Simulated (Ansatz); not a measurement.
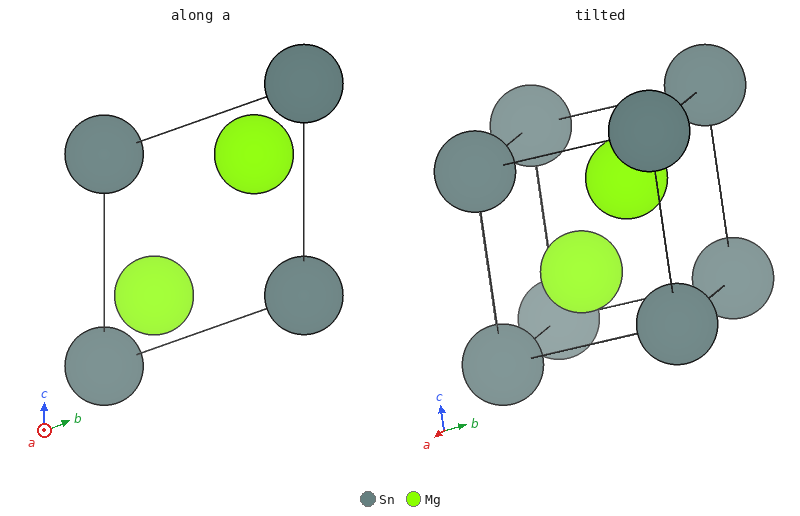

Shown here is a spheres-only view of the crystal, taken along the a axis and slightly off an axis. The frame is the simulation cell; atoms at its boundary are shown with their periodic copies.

This input was run:
```yaml
crystal:
  lattice:
    - [0.0, 3.3292362537, 3.3292362537]
    - [3.3292362537, 0.0, 3.3292362537]
    - [3.3292362537, 3.3292362537, 0.0]
  atoms:
    - { symbol: Sn, position: [0.0, 0.0, 0.0] }
    - { symbol: Mg, position: [0.25, 0.25, 0.25] }
    - { symbol: Mg, position: [0.75, 0.75, 0.75] }
kpoints:
  mp_grid: { grid: [4, 4, 4] }
  band_path:
    path:
      - [0.0, 0.0, 0.0]
      - [0.5, 0.0, 0.5]
      - [0.625, 0.25, 0.625]
      - [0.375, 0.375, 0.75]
      - [0.5, 0.5, 0.5]
      - [0.5, 0.25, 0.75]
      - [0.0, 0.5, 0.5]
    npoints: 1
hamiltonian:
  xc: hse06
scf:
  occupations: { method: fermi_dirac, width: 0.02 }
  n_extra_bands: 4
output:
  forces: true
  stress: true
  eigenvalues: true
```
Run as:
```sh
ansatz run input.yaml --threads 4 --pin off --max-ram 4608MiB --backend cpu --events-out ev --progress --plain --runs-dir out
```

Level of theory and settings: DFT, HSE06, plane waves, PAW in Ansatz, E_cut = 420 eV, a 4×4×4 grid in reciprocal space, Fermi-Dirac smearing of 0.02 eV, no spin polarisation.

### What is the electronic character?

A semiconductor at this level, with a gap of 0.30 eV, indirect; the smallest direct gap is 2.33 eV.

### What pressure does the calculation give for this cell?

The computed pressure is 2.4 GPa (compressed: it would expand).

The cell started as a structure type filled with these elements by a generator (whether the compound takes this form wasn't checked). The cell was then strained or its atoms displaced on purpose. It was run through Ansatz as a DFT input.
